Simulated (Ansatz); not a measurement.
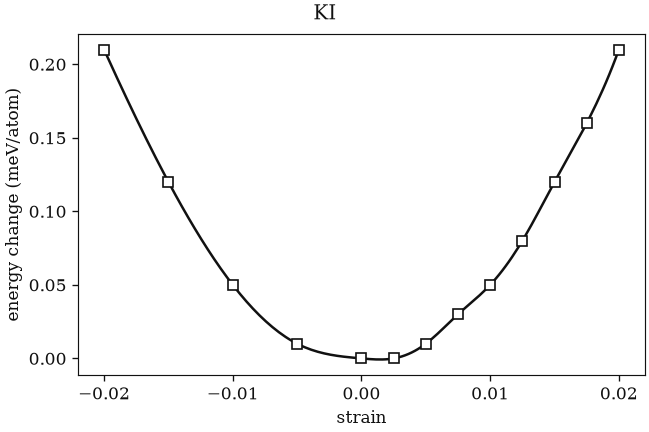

The picture above shows the energy change against strain for KI, space group Fm-3m (No. 225).

Starting cell:
```
CELL_PARAMETERS angstrom
0.00000 3.52455 3.52455
3.52455 0.00000 3.52455
3.52455 3.52455 0.00000
ATOMIC_POSITIONS crystal
K 0.00000 0.00000 0.00000
I 0.50000 0.50000 0.50000
```

Calculation (Ansatz 0.2.0): homogeneous strain of a crystal along one Voigt pattern with engineering shear, fractional coordinates fixed, by plane-wave density functional theory with PAW datasets, free energies less that of the undisturbed cell, pressure positive in compression; scalar-relativistic. Level: PBE, no spin polarisation.

- wave cutoff: 420 eV
- k mesh: 6×6×6
- occupations: Gaussian
- smearing width: 0.05 eV
- k shift: (0, 0, 0) (mesh steps)
- start: as given
- strain pattern: (0, 0, 0, 0, 1, 0) (xx yy zz yz xz xy with engineering shear)

The points at strain −0.015, −0.005, 0.01 and 0.02 follow from computed ones by symmetry.

From this curve and the settings, what does the calculation give for the tensile stress summed over the strain pattern, pressure and gap on the k mesh at the same points?

The tensile stress summed over the strain pattern rises from −0.071 GPa at strain −0.0200 to 0.071 GPa at 0.0200, and changes sign near 0.0000. The pressure stays at about 0.680 GPa. The gap on the k mesh stays open and runs from 3.956 eV at strain −0.0200 to 3.956 eV at 0.0200, with its largest value, 3.983 eV, at 0.0000.

```csv
strain,tensile stress summed over the strain pattern (GPa),pressure (GPa),gap on the k mesh (eV)
-0.0200,-0.071,0.680,3.956
-0.0150,-0.053,0.680,3.963
-0.0100,-0.035,0.680,3.970
-0.0050,-0.018,0.681,3.977
0.0000,0.000,0.681,3.983
0.0025,0.009,0.681,3.980
0.0050,0.018,0.681,3.977
0.0075,0.027,0.680,3.973
0.0100,0.035,0.680,3.970
0.0125,0.044,0.680,3.966
0.0150,0.053,0.680,3.963
0.0175,0.062,0.680,3.959
0.0200,0.071,0.680,3.956
```

Caveats: reference crystal is not relaxed.
